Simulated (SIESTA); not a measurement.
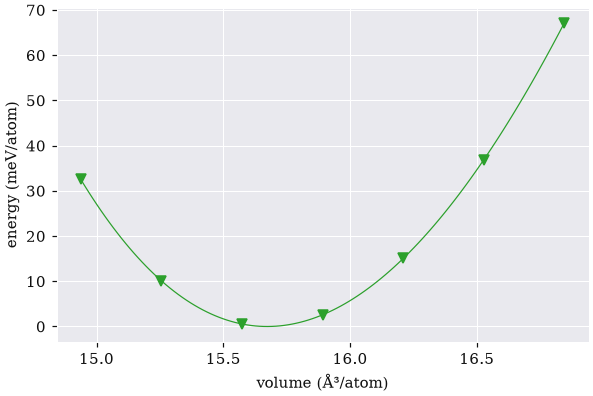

The plot gives the computed energy against volume.

Method: DFT in numerical atomic orbitals with pseudopotentials, no spin polarisation; energies at scaled volumes of the given cell, shape and fractions fixed, counted from the fit's minimum, third-order Birch-Murnaghan fit (SIESTA 5.4.2). Level: PBE.

> For which of these solids was it computed?
A. Mo, Im-3m (No. 229)
B. C, Fd-3m (No. 227)
C. ZnS, F-43m (No. 216)

A, Mo: energy from 0.55 meV/atom to 67.09 meV/atom, V0 15.67 Å³/atom, B0 278 GPa. The others give: ZnS, energy from 0.20 meV/atom to 41.91 meV/atom, V0 20.35 Å³/atom, B0 70.3 GPa; C, energy from 0.04 meV/atom to 50.57 meV/atom, V0 5.773 Å³/atom, B0 430 GPa.

For ZnS, limits of the calculation: mulliken charges of long orbitals; short basis over semicore shells; valence orbitals made in semicore potential.
